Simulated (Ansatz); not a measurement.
# Geometry relaxation, with input and output: SnO

System: SnO (P4/nmm, 4 atoms in the cell).
Method: DFT, PBE, plane waves, PAW (Ansatz 0.2.0).

The structure derives from a Materials Project entry.

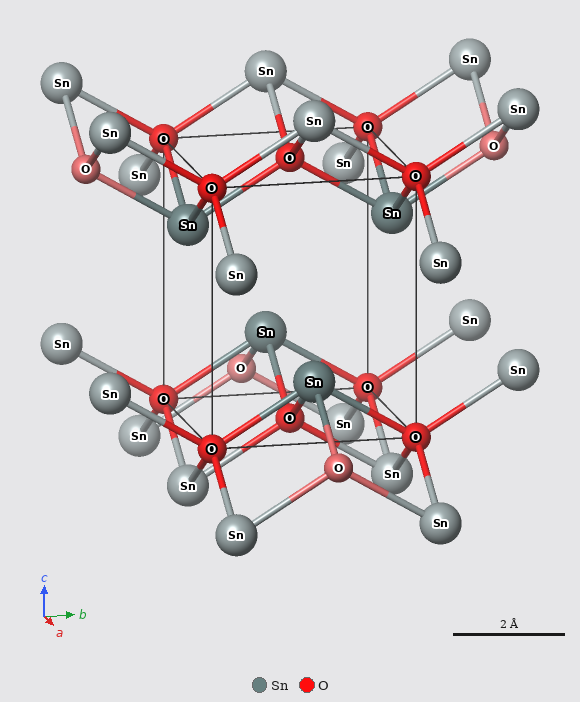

Figure 1. The starting structure (ball-and-stick view of the cell of the calculation, seen slightly off an axis; neighbours outside the cell are drawn fainter).

## What the run reported

```tsv
quantity	value
outcome	refused by the program
space group (tolerance 0.01 Å)	P4/nmm (129)
hardware	1 thread of Intel Xeon (Sapphire Rapids), 64 GiB of memory available, shared host
```

## Diagnosis

The input was spoiled on purpose: a misspelt key (`scf.occupations`). The program refused the input: “YAML parse error: error: line 18 column 3: unknown field `occupationss`, expected one of max_iter, algorithm, n_extra_bands, self_checks, convergence, lower_state_search, omitted_lower_state_checks, lower_solution_reach, mixing, occupations, eigensolver, initial_density, exx --> <input>:18:3 | 16 | xc: pbe 17 | scf: …”

## The input
```yaml
crystal:
  lattice:
    - [3.81369522, 0.0, 0.0]
    - [0.0, 3.81369522, 0.0]
    - [0.0, 0.0, 4.8869133]
  atoms:
    - { symbol: Sn, position: [0.0, 0.5, 0.23537386] }
    - { symbol: Sn, position: [0.5, 0.0, 0.76462614] }
    - { symbol: O, position: [0.5, 0.5, 0.0] }
    - { symbol: O, position: [0.0, 0.0, 0.0] }
basis:
  ecutwfc: 420
kpoints:
  mp_grid: { grid: [10, 10, 8] }
hamiltonian:
  xc: pbe
scf:
  occupationss: { method: gaussian, width: 0.01 }
  max_iter: 80
output:
  forces: true
  eigenvalues: true
  stress: true
relax:
  adjacent_minimum: "off"
  f_tol: 0.005
  max_steps: 80
  cell: { stress_tol: 0.05 }
```

Run as:
```bash
ansatz run input.yaml --threads 1 --pin off --max-ram 2560MiB --backend cpu --events-out ev --progress --plain --runs-dir out
```

## Log
```
Error: YAML parse error: error: line 18 column 3: unknown field `occupationss`, expected one of max_iter, algorithm, n_extra_bands, self_checks, convergence, lower_state_search, omitted_lower_state_checks, lower_solution_reach, mixing, occupations, eigensolver, initial_density, exx
  --> <input>:18:3
   |
16 |   xc: pbe
17 | scf:
18 |   occupationss: { method: gaussian, width: 0.01 }
   |   ^ unknown field `occupationss`, expected one of max_iter, algorithm, n_extra_bands, self_checks, convergence, lower_state_search, omitted_lower_state_checks, lower_solution_reach, mixing, occupations, eigensolver, initial_density, exx
19 |   max_iter: 80
20 | output:
   |
```
